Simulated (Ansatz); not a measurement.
A periodic structure is given below.

```xyz
4
Lattice="0.0000 2.8587 -2.8082 -2.8587 0.0000 2.8082 2.8587 0.0000 2.8082" Properties=species:S:1:pos:R:3 pbc="T T T"
Cu    0.0000    0.0000    0.0000
Cu   -1.4293    1.4293    1.4041
Cu    0.0000    0.0000    2.8082
Cu    1.4293    1.4293    1.4041
```

Interpret the file: composition, symmetry and coordination.

Answer. The element is copper. Strictly the space group is I4/mmm (No. 139, within 0.01 Å). It is a distorted form of a body-centred cubic structure, space group Im-3m (No. 229) within 0.25 Å: body-centred cubic (W type). The cell holds four atoms.

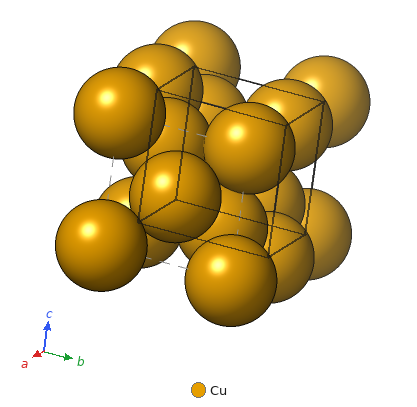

View slightly off an axis, drawn as a space-filling model. Solid lines give the unit cell, repeated here 2×1×1 times. Colours: copper orange.

The initial geometry was a structure listed in the Materials Project, with elements exchanged, so it need not be a known form of the compound. The structure drawn was relaxed with DFT r2SCAN, scalar-relativistic, plane waves, PAW (Ansatz 0.2.0).
